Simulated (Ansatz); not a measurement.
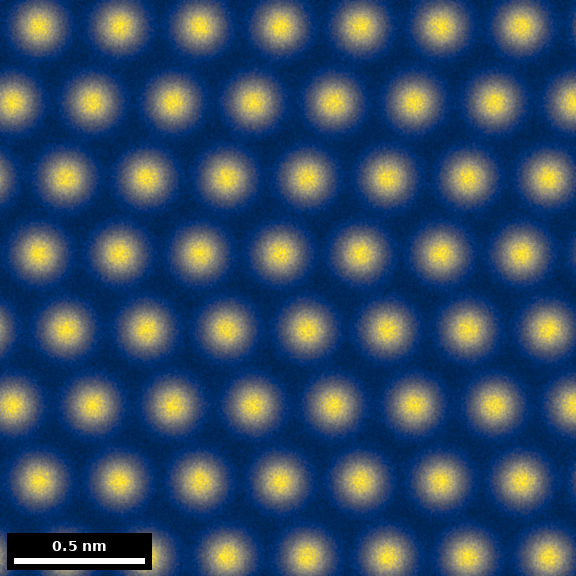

Z-contrast image of Dy (Fm-3m, No. 225) along [110]. Simulation: incoherent imaging, intensity Z^1.7 per atom, probe width 1.30 Å, thin sample. The probe carries 25 % of its weight in a tail 2.5 times as wide. Shot noise was added.

One planar defect was built into the perfect crystal by geometry alone, without relaxation. Host structure: the geometry given to an electronic-structure calculation, possibly off equilibrium; the starting structure was generated, so it need not be a known form of this composition.

Q: Where does the periodic pattern break, and how?

A twin boundary runs horizontally about 10 Å below the top edge. The part above it is the mirror image of the part below, so slanted rows of columns change direction there; the row on the boundary belongs to both.
